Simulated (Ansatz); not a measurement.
## Electronic structure of LaH$_{3}$O$_{3}$ in real space

```
La H O
1.0
     6.55209    0.00000    0.00000
    -3.27604    5.67427    0.00000
     0.00000    0.00000    3.84088
La H O
2 6 6
Direct
  0.33333 0.66667 0.25000
  0.66667 0.33333 0.75000
  0.27618 0.14396 0.25000
  0.13222 0.27618 0.75000
  0.85604 0.13222 0.25000
  0.72382 0.85604 0.75000
  0.86778 0.72382 0.25000
  0.14396 0.86778 0.75000
  0.39137 0.30944 0.25000
  0.08193 0.39137 0.75000
  0.69056 0.08193 0.25000
  0.60863 0.69056 0.75000
  0.91807 0.60863 0.25000
  0.30944 0.91807 0.75000
```

Space group P6₃/m; a generated structure, not necessarily the stable one.

Theory: DFT r2SCAN, scalar-relativistic, plane waves, PAW in Ansatz.

The density is the valence pseudo-density of a PAW calculation; it isn't the true density close to the nuclei.

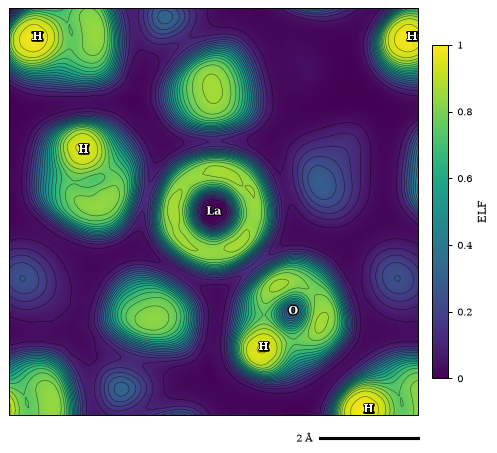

Figure 1. ELF on the (111) plane of the conventional cell.

Q: Read the bonding off the picture.

A: The section cuts through La, H and O sites. Atoms just off the plane (O, 0.5 Å away) can leave unmarked features too. O–H (0.96 Å): the ELF climbs to about 0.95 towards the hydrogen, as it does in any bond to H; a covalent bond by its length. The features right at La lie inside the PAW spheres, where the map follows smoothed inner orbitals and isn't to be read closely.

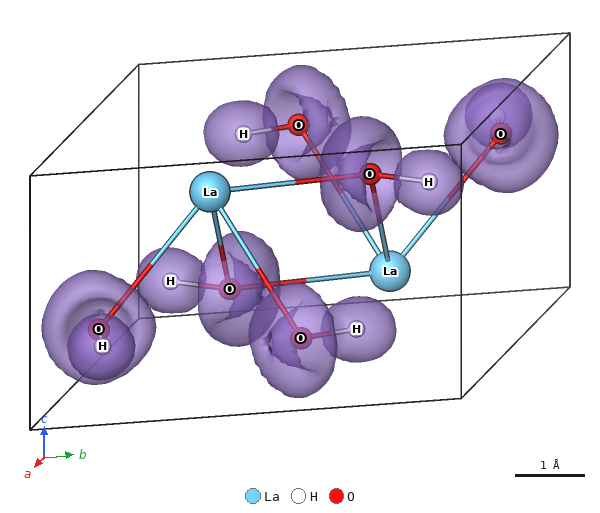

Figure 2. Isosurface of the ELF at 0.8 (purple), seen slightly off an axis. Only the valence region is drawn (cores and ρ < 0.01 e/Å³ removed). Sticks mark near contacts.

Q: Identify the bonds, lone pairs and shells in this picture.

A: The ELF exceeds this value in six regions around hydrogen nuclei and six regions wrapped around O (the valence shell of each), counted in one cell of 14 atoms. Any copies at cell faces, edges or corners count once. Profiles from the grid: La–O (2.55 Å): the ELF is about 0.15 at the midpoint; a closed-shell, largely ionic contact.

Q: Metal or insulator at this level of theory?

A: It is gapped, with a Kohn–Sham gap of 4.3 eV on the k-point mesh (the band edges may lie off the mesh, which would make the gap smaller).
